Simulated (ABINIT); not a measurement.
**Run report: RbCl, single-point calculation**

RbCl (Fm-3m, 2 atoms in the cell), computed with Kohn-Sham DFT of a periodic cell, PBEsol, PseudoDojo NC SR PBEsol v0.4.1 standard, no spin polarisation (ABINIT 10.8.3).

The structure derives from an entry of the Crystallography Open Database.

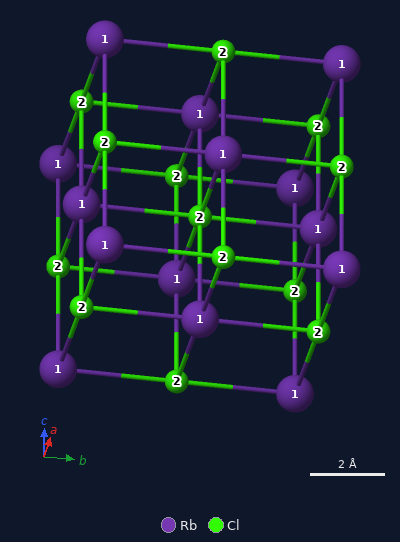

*The input geometry (ball-and-stick view of the cell 4 times as large as that of the calculation, set on its symmetry axes, seen at an oblique angle; atoms are numbered from 1 in the order of the input).*

Near neighbours in the crystal (not all of them lie inside the picture): Rb has 6 Cl at 3.27 Å; Cl has 6 Rb at 3.27 Å.

### Input file
```
# Pseudopotentials
pp_dirpath "./"
pseudos "Rb.upf, Cl.upf"

# Structure
acell 3*1.0 Angstrom
rprim
     0.0000000000     3.2740000000     3.2740000000
     3.2740000000     0.0000000000     3.2740000000
     3.2740000000     3.2740000000     0.0000000000
ntypat 2
znucl 37 17
natom 2
typat 1 2
xred
     0.0000000000     0.0000000000     0.0000000000
     0.5000000000     0.5000000000     0.5000000000

# Plane-wave basis
ecut 25.0

# k points
kptopt 1
ngkpt 5 5 5
nshiftk 1
shiftk 0.0 0.0 0.0

# Exchange and correlation
ixc -116133

# Bands and occupations
nband 12
occopt 3
tsmear 0.05 eV

# SCF cycle
nstep 100
tolvrs 1.0e-10

# Output
iomode 3
prtwf 0
prtden 0
prteig 0
prtebands 0
enunit 1
```

Run on 1 thread of Arm Neoverse V2, 24 GiB of memory available, shared host.

Run as:
```bash
abinit run.abi > log 2>&1
```

### What the program printed
```
.Version 10.8.3 of ABINIT
 Symmetries : space group Fm -3 m (#225); Bravais cF (face-center cubic)
================================================================================
 Values of the parameters that define the memory need of the present run
     intxc =       0    ionmov =       0      iscf =       7    lmnmax =       6
     lnmax =       6     mgfft =      40  mpssoang =       3    mqgrid =    3001
     natom =       2  nloc_mem =       1    nspden =       1   nspinor =       1
    nsppol =       1      nsym =      48    n1xccc =    2501    ntypat =       2
    occopt =       3   xclevel =       2
       mpw =        2842          nfft =       64000          nkpt =          10
================================================================================
================================================================================

--------------------------------------------------------------------------------
------------- Echo of variables that govern the present computation ------------
--------------------------------------------------------------------------------
 -outvars: echo values of preprocessed input variables --------
            acell      1.8897261259E+00  1.8897261259E+00  1.8897261259E+00 Bohr
              amu      8.54678000E+01  3.54527000E+01
             ecut      2.50000000E+01 Hartree
           enunit           1
              ixc     -116133
         kptrlatt        5    0    0      0    5    0      0    0    5
          kptrlen      4.37484373E+01
            natom           2
            nband          12
            ngfft          40      40      40
             nkpt          10
            nstep         100
             nsym          48
           ntypat           2
           occopt           3
           prtden           0
        prtebands           0
           prteig           0
            prtwf           0
            rprim      0.0000000000E+00  3.2740000000E+00  3.2740000000E+00
                       3.2740000000E+00  0.0000000000E+00  3.2740000000E+00
                       3.2740000000E+00  3.2740000000E+00  0.0000000000E+00
          spgroup         225
           tolvrs      1.00000000E-10
           tsmear      1.83746611E-03 Hartree
            typat      1  2
           xangst      0.0000000000E+00  0.0000000000E+00  0.0000000000E+00
                       3.2740000000E+00  3.2740000000E+00  3.2740000000E+00
            xcart      0.0000000000E+00  0.0000000000E+00  0.0000000000E+00
                       6.1869633362E+00  6.1869633362E+00  6.1869633362E+00
             xred      0.0000000000E+00  0.0000000000E+00  0.0000000000E+00
                       5.0000000000E-01  5.0000000000E-01  5.0000000000E-01
            znucl       37.00000   17.00000

================================================================================

 chkinp: Checking input parameters for consistency.

================================================================================
== DATASET  1 ==================================================================

--- !DatasetInfo
iteration_state: {dtset: 1, }
dimensions: {natom: 2, nkpt: 10, mband: 12, nsppol: 1, nspinor: 1, nspden: 1, mpw: 2842, }
cutoff_energies: {ecut:  25.0, pawecutdg:  -1.0, }
electrons: {nelect:   1.60000000E+01, charge:   0.00000000E+00, occopt:   3.00000000E+00, tsmear:   1.83746611E-03, }
meta: {optdriver: 0, ionmov: 0, optcell: 0, iscf: 7, paral_kgb: 0, }
...

 Real(R)+Recip(G) space primitive vectors, cartesian coordinates (Bohr,Bohr^-1):
 R(1)=  0.0000000  6.1869633  6.1869633  G(1)= -0.0808151  0.0808151  0.0808151
 R(2)=  6.1869633  0.0000000  6.1869633  G(2)=  0.0808151 -0.0808151  0.0808151
 R(3)=  6.1869633  6.1869633  0.0000000  G(3)=  0.0808151  0.0808151 -0.0808151
 Unit cell volume ucvol=  4.7365554E+02 bohr^3
 Angles (23,13,12)=  6.00000000E+01  6.00000000E+01  6.00000000E+01 degrees

 getcut: wavevector=  0.0000  0.0000  0.0000  ngfft=  40  40  40
         ecut(hartree)=     25.000   => boxcut(ratio)=   2.03110

--- Pseudopotential description ------------------------------------------------
- pspini: atom type   1  psp file is ./Rb.upf
12 -116133 2 -1 2280                          pspcod,pspxc,lmax,lloc,mmax
     nproj     2     2     2

- pspini: atom type   2  psp file is ./Cl.upf
12 -116133 2 -1 1028                          pspcod,pspxc,lmax,lloc,mmax
     nproj     2     2     2

   6.95027416E+02                                ecore*ucvol(ha*bohr**3)
--------------------------------------------------------------------------------

================================================================================

--- !BeginCycle
iteration_state: {dtset: 1, }
solver: {iscf: 7, nstep: 100, nline: 4, wfoptalg: 0, }
tolerances: {tolvrs: 1.00E-10, }
...

     iter   Etot(hartree)      deltaE(h)  residm     vres2
 ETOT  1  -43.520323667012    -4.352E+01 2.870E-02 1.058E+02
 ETOT  2  -43.543182752229    -2.286E-02 8.018E-03 8.504E+00
 ETOT  3  -43.545191103850    -2.008E-03 4.279E-03 9.171E-01
 ETOT  4  -43.545267703746    -7.660E-05 4.545E-03 3.106E-02
 ETOT  5  -43.545268763019    -1.059E-06 4.869E-04 1.283E-03
 ETOT  6  -43.545268801720    -3.870E-08 2.276E-04 2.719E-05
 ETOT  7  -43.545268803248    -1.528E-09 1.699E-04 3.042E-07
 ETOT  8  -43.545268803266    -1.800E-11 9.861E-05 1.117E-08
 ETOT  9  -43.545268803266    -3.624E-13 8.034E-05 1.547E-10
 ETOT 10  -43.545268803266     5.684E-14 6.573E-05 2.992E-12

 At SCF step   10       vres2   =  2.99E-12 < tolvrs=  1.00E-10 =>converged.

 Cartesian components of stress tensor (hartree/bohr^3)
  sigma(1 1)=  3.36176705E-06  sigma(3 2)=  0.00000000E+00
  sigma(2 2)=  3.36176705E-06  sigma(3 1)=  0.00000000E+00
  sigma(3 3)=  3.36176705E-06  sigma(2 1)=  0.00000000E+00

--- !ResultsGS
iteration_state: {dtset: 1, }
comment   : Summary of ground state results
lattice_vectors:
- [  0.0000000,   6.1869633,   6.1869633, ]
- [  6.1869633,   0.0000000,   6.1869633, ]
- [  6.1869633,   6.1869633,   0.0000000, ]
lattice_lengths: [   8.74969,    8.74969,    8.74969, ]
lattice_angles: [ 60.000,  60.000,  60.000, ] # degrees, (23, 13, 12)
lattice_volume:   4.7365554E+02
convergence: {deltae:  5.684E-14, res2:  2.992E-12, residm:  6.573E-05, diffor: null, }
etotal    :  -4.35452688E+01
entropy   :   0.00000000E+00
fermie    :   3.52772260E-02
cartesian_stress_tensor: # hartree/bohr^3
- [  3.36176705E-06,   0.00000000E+00,   0.00000000E+00, ]
- [  0.00000000E+00,   3.36176705E-06,   0.00000000E+00, ]
- [  0.00000000E+00,   0.00000000E+00,   3.36176705E-06, ]
pressure_GPa:  -9.8907E-02
xred      :
- [  0.0000E+00,   0.0000E+00,   0.0000E+00, Rb]
- [  5.0000E-01,   5.0000E-01,   5.0000E-01, Cl]
cartesian_forces: # hartree/bohr
- [ -0.00000000E+00,  -0.00000000E+00,  -0.00000000E+00, ]
- [ -0.00000000E+00,  -0.00000000E+00,  -0.00000000E+00, ]
force_length_stats: {min:   0.00000000E+00, max:   0.00000000E+00, mean:   0.00000000E+00, }
...

 Integrated electronic density in atomic spheres:
 ------------------------------------------------
 Atom  Sphere_radius  Integrated_density
    1        2.00000          6.02218130
    2        2.00000          5.06277197
================================================================================

 ----iterations are completed or convergence reached----

 Mean square residual over all n,k,spin=   11.767E-07; max=  65.735E-06
 reduced coordinates (array xred) for    2 atoms
       0.000000000000      0.000000000000      0.000000000000
       0.500000000000      0.500000000000      0.500000000000
 rms dE/dt=  0.0000E+00; max dE/dt=  0.0000E+00; dE/dt below (all hartree)
    1       0.000000000000      0.000000000000      0.000000000000
    2       0.000000000000      0.000000000000      0.000000000000

 cartesian coordinates (angstrom) at end:
    1      0.00000000000000     0.00000000000000     0.00000000000000
    2      3.27400000000000     3.27400000000000     3.27400000000000

 cartesian forces (hartree/bohr) at end:
    1     -0.00000000000000    -0.00000000000000    -0.00000000000000
    2     -0.00000000000000    -0.00000000000000    -0.00000000000000
 frms,max,avg= 0.0000000E+00 0.0000000E+00   0.000E+00  0.000E+00  0.000E+00 h/b

 cartesian forces (eV/Angstrom) at end:
    1     -0.00000000000000    -0.00000000000000    -0.00000000000000
    2     -0.00000000000000    -0.00000000000000    -0.00000000000000
 frms,max,avg= 0.0000000E+00 0.0000000E+00   0.000E+00  0.000E+00  0.000E+00 e/A
 length scales=  1.889726125908  1.889726125908  1.889726125908 bohr
              =  1.000000000000  1.000000000000  1.000000000000 angstroms
 Fermi (or HOMO) energy (eV) =   0.95994   Average Vxc (eV)=  -7.74290
 Eigenvalues (   eV  ) for nkpt=  10  k points:
 kpt#   1, nband= 12, wtk=  0.00800, kpt=  0.0000  0.0000  0.0000 (reduced coord)
 -25.26548  -13.39988   -9.31820   -9.31820   -9.31820   -1.41779   -1.41779   -1.41779
   3.47179    6.48698    6.48698    6.48698
 prteigrs : prtvol=0 or 1, do not print more k-points.

--- !EnergyTerms
iteration_state     : {dtset: 1, }
comment             : Components of total free energy in Hartree
kinetic             :  1.28528128008665E+01
hartree             :  7.79928394329581E+00
xc                  : -1.14873368605592E+01
Ewald energy        : -2.96324049971406E+01
psp_core            :  1.46736891014119E+00
local_psp           : -2.56505780650757E+01
non_local_psp       :  1.10558546520594E+00
internal            : -4.35452688032661E+01
'-kT*entropy'       :  1.25327081198538E-15
total_energy        : -4.35452688032661E+01
total_energy_eV     : -1.18492712859074E+03
band_energy         : -5.29891977103021E+00
...

 Cartesian components of stress tensor (hartree/bohr^3)
  sigma(1 1)=  3.36176705E-06  sigma(3 2)=  0.00000000E+00
  sigma(2 2)=  3.36176705E-06  sigma(3 1)=  0.00000000E+00
  sigma(3 3)=  3.36176705E-06  sigma(2 1)=  0.00000000E+00

-Cartesian components of stress tensor (GPa)         [Pressure= -9.8907E-02 GPa]
- sigma(1 1)=  9.89066013E-02  sigma(3 2)=  0.00000000E+00
- sigma(2 2)=  9.89066013E-02  sigma(3 1)=  0.00000000E+00
- sigma(3 3)=  9.89066013E-02  sigma(2 1)=  0.00000000E+00

== END DATASET(S) ==============================================================
================================================================================

 -outvars: echo values of variables after computation  --------
            acell      1.8897261259E+00  1.8897261259E+00  1.8897261259E+00 Bohr
           etotal     -4.3545268803E+01
            fcart     -0.0000000000E+00 -0.0000000000E+00 -0.0000000000E+00
                      -0.0000000000E+00 -0.0000000000E+00 -0.0000000000E+00
            rprim      0.0000000000E+00  3.2740000000E+00  3.2740000000E+00
                       3.2740000000E+00  0.0000000000E+00  3.2740000000E+00
                       3.2740000000E+00  3.2740000000E+00  0.0000000000E+00
           strten      3.3617670498E-06  3.3617670498E-06  3.3617670498E-06
                       0.0000000000E+00  0.0000000000E+00  0.0000000000E+00
           xangst      0.0000000000E+00  0.0000000000E+00  0.0000000000E+00
                       3.2740000000E+00  3.2740000000E+00  3.2740000000E+00
             xred      0.0000000000E+00  0.0000000000E+00  0.0000000000E+00
                       5.0000000000E-01  5.0000000000E-01  5.0000000000E-01
 Calculation completed.
```

### Summary

```json
{"quantity": "outcome", "value": "converged"}
{"quantity": "space group (tolerance 0.01 Å)", "value": "Fm-3m (225)"}
{"quantity": "electrons treated", "value": "16"}
{"quantity": "free energy", "value": "−1184.9271 eV"}
{"quantity": "Fermi energy", "value": "0.960 eV"}
{"quantity": "gap on the k-point mesh", "value": "4.89 eV"}
{"quantity": "pressure", "value": "−0.10 GPa"}
{"quantity": "largest force (length of the vector)", "value": "under 0.001 eV/Å"}
{"quantity": "wall time", "value": "9.4 s"}
{"quantity": "peak memory", "value": "0.07 GiB"}
```

### Notes

Points of doubt noted for this run: cutoff too low for stress.
